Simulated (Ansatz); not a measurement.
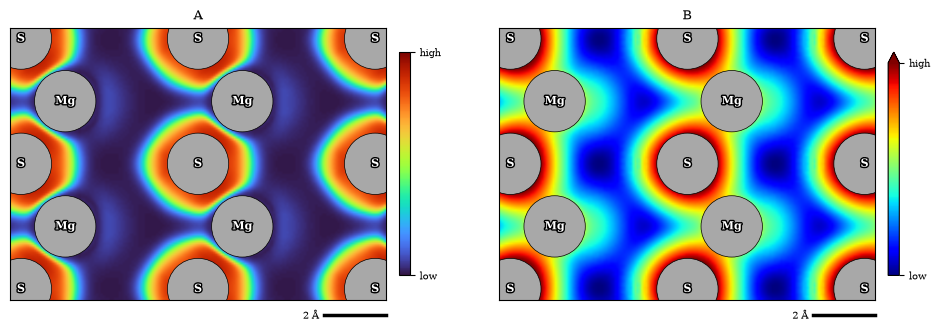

MgS: 2 fields on the (101) plane of the conventional cell, with unlabelled colour scales. Grey discs cover the atomic cores.

Space group F-43m; a structure from a database of computed crystals, not necessarily the ambient phase.

Level of theory: Kohn-Sham DFT of a periodic cell, HSE03, SPMS NC in Ansatz.

**Which field does each panel show? The fields are: electron localisation function and valence pseudo-density.**

Panel A: electron localisation function. Panel B: valence pseudo-density. From the grid: Mg–S (2.45 Å): ρ at the midpoint is about 0.37 e/Å³; the ELF peaks at about 0.90 in the valence shell of S, 0.9 Å from its nucleus, and falls to about 0 next to Mg (a largely ionic contact).
